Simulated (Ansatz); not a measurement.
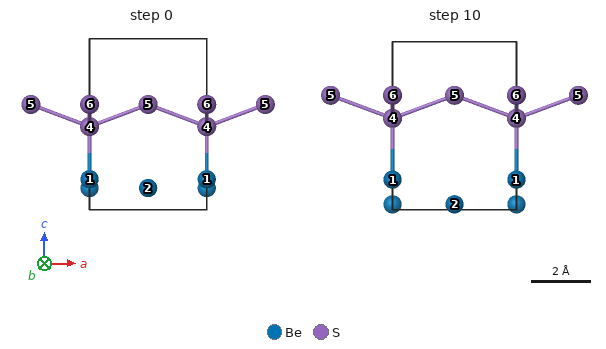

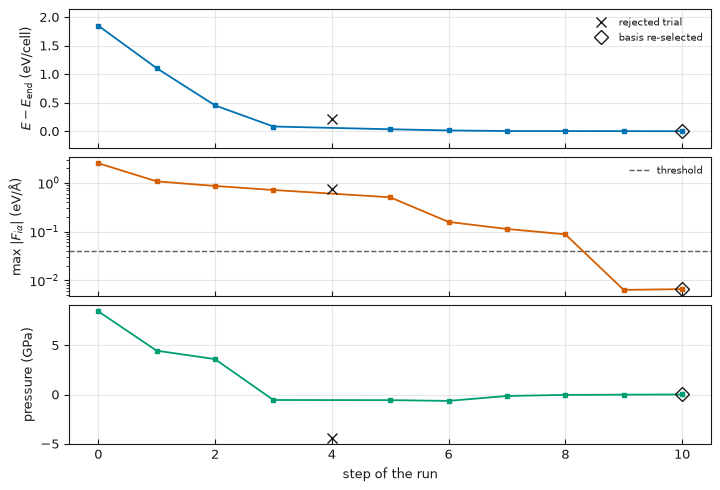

First and last geometry of a relaxation of crystalline BeS (a generated structure, set up in P4mm) (coarse preliminary run), with the history of the run. A ball-and-stick model of the cell of the calculation, seen along the b axis.

These are results of DFT PBE, scalar-relativistic, plane waves, PAW in Ansatz 0.2.0, not measurements. (plane-wave cutoff 420 eV; k-point mesh 4 × 4 × 4; occupations gaussian; smearing width 0.1 eV; no spin polarisation; cell and atoms relaxed; force threshold 0.04 eV/Å; at most 70 steps)

Did the run converge, and what did it change?

It converged. The largest moves relative to the cell, 0.55 Å, are those of Be atoms. By element the largest moves are Be 0.55 Å, S 0.38 Å. Cell: a = b 4.033 → 4.264 Å (+5.7 %), c 5.883 → 5.783 Å (−1.7 %). Volume +9.9 %. Some distances before and after: Be–S 3.007 → 2.031 Å, Be–S 1.811 → 2.107 Å, S–S 2.155 → 2.275 Å. New bonds form: Be–S (3.01 → 2.03 Å). The space group stays P4mm (No. 99). The energy falls by 1.850 eV per cell of the calculation in 8 accepted moves (10 points after the start). Largest force component: 2.5 eV/Å at the start, 0.0066 eV/Å at the end. Pressure: 8.45 GPa at the start and 0.01 GPa at the end. The line search rejected the trial step at point 4 of the run. The SCF was repeated once at an unchanged geometry on a basis and grid sized afresh for the cell, which shifted the energy by 1.9 meV per cell of the calculation at most.

```
step  E − E(0), meV/atom  largest force component, eV/Å  pressure, GPa  volume, Å³/atom                      note
   0                0.00                         2.5316           8.45           15.951                          
   1             -124.09                         1.0753           4.45           15.659                          
   2             -232.85                         0.8644           3.59           15.505                          
   3             -294.58                         0.7147          -0.56           17.426                          
   4             -272.56                         0.7520          -4.41           18.938                  rejected
   5             -302.60                         0.5069          -0.57           17.643                          
   6             -306.04                         0.1586          -0.65           17.831                          
   7             -307.71                         0.1134          -0.15           17.594                          
   8             -307.91                         0.0884          -0.04           17.535                          
   9             -308.01                         0.0064          -0.01           17.526                          
  10             -308.32                         0.0066           0.01           17.526  same geometry, new basis
```

Limits of the set-up: the k-point mesh is coarse for a cell with partly filled bands.
